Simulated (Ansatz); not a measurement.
# A series of single points on Lu

System: Lu (P6₃/mmc, 2 atoms in the cell).
Method: Kohn-Sham DFT of a periodic cell, PBE, Ansatz PAW, no spin polarisation (Ansatz 0.2.0).

The 5 runs differ only in the geometry, by an even scaling of the cell at fixed fractional positions. The structure derives from an entry of the Crystallography Open Database.

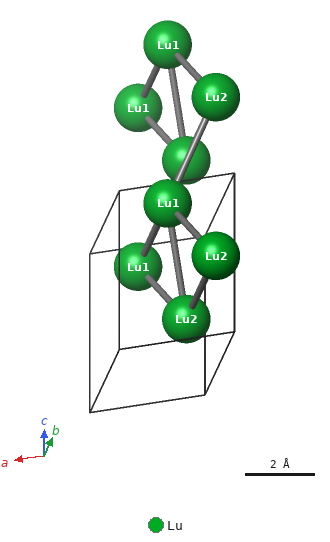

Figure 1. The structure of run 3 (ball-and-stick view of the cell of the calculation, repeated 1 × 2 × 2, seen at an oblique angle; atoms are numbered from 1 in the order of the input).

## Input of run 3
```yaml
crystal:
  lattice:
    - [3.4795885533, 0.0, 0.0]
    - [-1.7397942767, 3.0134120819, 0.0]
    - [0.0, 0.0, 5.5136445151]
  atoms:
    - { symbol: Lu, position: [0.6666666667, 0.3333333333, 0.75] }
    - { symbol: Lu, position: [0.3333333333, 0.6666666667, 0.25] }
hamiltonian:
  xc: pbe
  pseudopotentials: { kind: paw }
kpoints:
  mp_grid: { grid: [9, 9, 5] }
scf:
  occupations: { method: fermi_dirac, width: 0.05 }
output:
  forces: true
  stress: true
  eigenvalues: true
  write_density: true
  write_potential: true
  elf: true
  volumetric_format: npy
```

Command:
```bash
ansatz run input.yaml --threads 2 --pin off --max-ram 5120MiB --backend cpu --events-out ev --progress --plain --runs-dir out
```

Lattice vectors (Å) and fractional positions of run 3:
```
   3.479589    0.000000    0.000000
  -1.739794    3.013412    0.000000
   0.000000    0.000000    5.513645
Lu  0.666667  0.333333  0.750000
Lu  0.333333  0.666667  0.250000
```

Run 4 differs from it as follows:
```diff
-    - [3.4795885533, 0.0, 0.0]
-    - [-1.7397942767, 3.0134120819, 0.0]
-    - [0.0, 0.0, 5.5136445151]
+    - [3.5263000139, 0.0, 0.0]
+    - [-1.7631500069, 3.0538653934, 0.0]
+    - [0.0, 0.0, 5.5876619985]
```

## Results, with one run withheld

```tsv
run	volume per atom (Å³)	free energy per atom, from the lowest run given (meV)	pressure (GPa)
1	27.727	10.51	2.51
2	28.317	3.32	1.41
3	28.906	0.00	0.40
4	30.086	?	?
5	31.266	19.44	−2.86
```

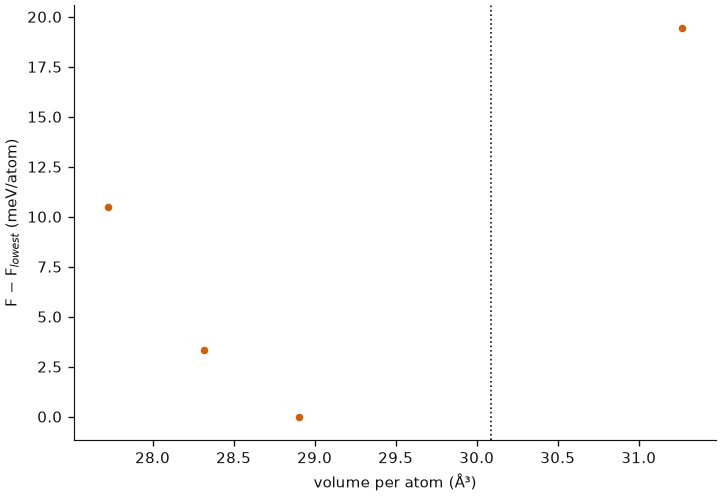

Figure 2. Free energy per atom of the runs given; the dotted line marks run 4.

Fit the runs given and predict run 4.

A quadratic polynomial in V^(−2/3) (the Birch–Murnaghan form), fitted to the 4 runs given, misses them by at most 0.03 meV per atom. With x = V^(−2/3) − 0.10593 Å⁻², it reads F = −0.16887 + 579.02 x + 8.4534e+05 x² (meV per atom). At run 4 it gives 3.86 meV per atom, and the run itself gives 3.73. The slope of the fit gives a pressure −dF/dV of −1.37 GPa there, and the run prints −1.37 GPa. The fit has its minimum at 29.146 Å³ per atom, where V d²F/dV² gives 46.1 GPa. Cell shape and fractional positions are held, so this is the stiffness under even scaling; the relaxed bulk modulus wasn't computed.

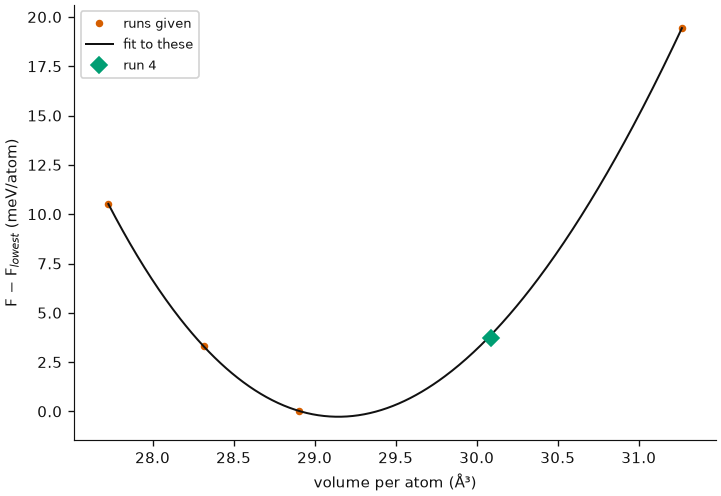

Figure 3. The fit and the withheld run.

## Output, shortened to warnings, some set-up lines, iterations and results (run 4)
```
Basis set: ecut = 420 eV, 1141 PW (Γ), exchange–correlation on 48×48×80 points (8 copies of the dense FFT grid, shifted against one another)
Symmetry: 24 space group operations
k-points: 36 of 405
Initial density: superposition of atomic densities (neutral atoms: chi_scale 0, normalization atom), corrected by the library's trained network
[...]
SCF iter   1: F=—  HF=-29464.861152 eV  |F-HF|=—  |Δ(HF+E_count)|=         —  Δρ=1.77e-3  dr2=1.32e-3  ethr=1.77e-3  ⟨swp⟩=5.2  Hψ=4830  notcnv=0
SCF iter   2: F=—  HF=-29464.855797 eV  |F-HF|=—  |Δ(HF+E_count)|=   5.35e-3  Δρ=1.80e-3  dr2=1.55e-3  ethr=2.64e-6  ⟨swp⟩=3.5  Hψ=3371  notcnv=0  defer=7
SCF iter   3: F=—  HF=-29464.854194 eV  |F-HF|=—  |Δ(HF+E_count)|=   1.60e-3  Δρ=9.48e-4  dr2=4.72e-4  ethr=2.64e-6  ⟨swp⟩=2.8  Hψ=2521  notcnv=0  defer=8
SCF iter   4: F=—  HF=-29464.854150 eV  |F-HF|=—  |Δ(HF+E_count)|=   4.46e-5  Δρ=3.96e-4  dr2=8.20e-5  ethr=9.44e-7  ⟨swp⟩=2.0  Hψ=2014  notcnv=0  defer=8
SCF iter   5: F=—  HF=-29464.854142 eV  |F-HF|=—  |Δ(HF+E_count)|=   7.22e-6  Δρ=6.68e-5  dr2=2.85e-6  ethr=1.64e-7  ⟨swp⟩=2.2  Hψ=1945  notcnv=0  defer=8
SCF iter   6: F=—  HF=-29464.854144 eV  |F-HF|=—  |Δ(HF+E_count)|=   1.49e-6  Δρ=1.27e-5  dr2=4.80e-8  ethr=2.00e-10  ⟨swp⟩=15.2  Hψ=13155  notcnv=0
SCF iter   7: F=—  HF=-29464.854143 eV  |F-HF|=—  |Δ(HF+E_count)|=   6.51e-7  Δρ=7.35e-6  dr2=1.45e-8  ethr=9.60e-11  ⟨swp⟩=12.4  Hψ=11641  notcnv=0
SCF iter   8: F=—  HF=-29464.854143 eV  |F-HF|=—  |Δ(HF+E_count)|=   3.38e-7  Δρ=2.08e-6  dr2=8.65e-10  ethr=2.91e-11  ⟨swp⟩=13.4  Hψ=12066  notcnv=0
SCF iter   9: F=-29464.854143 eV  HF=-29464.854143 eV  |F-HF|=7.75e-10  |Δ(HF+E_count)|=   2.62e-8  Δρ=4.78e-7  dr2=6.03e-11  ethr=1.73e-12  ⟨swp⟩=10.8  Hψ=9522  notcnv=0
SCF 1 converged in 9 iterations: F = -29464.854143 eV  dr2 = 6.03e-11
SCF converged after 9 iterations
Free energy (F): -29464.854143 eV
Harris-Foulkes:  -29464.854143 eV  (|F-HF|=7.75e-10)
Internal energy: -29464.822979 eV  (E = F + TS)
E sigma→0 (E₀):  -29464.838561 eV
Entropy (-TS):   -0.031164 eV (-15.582 meV/atom)
Fermi energy:    13.224354 eV
--- Per-component energies (eV) ---
  E_band       = -35.694735
  E_kinetic    = 833.913914
  E_local      = -13611.864778  (includes V_loc(G=0)·N_el)
  E_nonlocal   = 1153.285762
  E_hartree    = 5699.225901
  E_xc         = -434.786256
  E_vxc        = -514.435966  (∫ρ·V_xc dr)
  E_paw        = -14748.466207  (= ΣΔE_a)
  E_vpaw       = 704.954649  (= ΣTr[D̂ρ^β])
  E_aug_tail   = 0.000072  (compensation charges beyond the density's cutoff)
  E_ewald      = -8356.131388
  E_smearing   = -0.031164  (= −TS)
  E_closure    = -0.000000  (closes the sum)
  Σ components = -29464.854143   (vs F -29464.854143, Δ=0.00e0)
--- Forces (eV/Å), atoms counted from 1 ---
  atom   1  Lu     0.00000000    -0.00000000    -0.00000000
  atom   2  Lu    -0.00000000     0.00000000     0.00000000
  max |Σ_I F_I| component: 2.78e-17 eV/Å
--- Stress (GPa, compression-positive) ---
       -1.070127      -0.000000       0.000000
       -0.000000      -1.070127      -0.000000
        0.000000      -0.000000      -1.958155
  P = ⅓ Tr σ = -1.3661 GPa (-13.661 kbar)
```
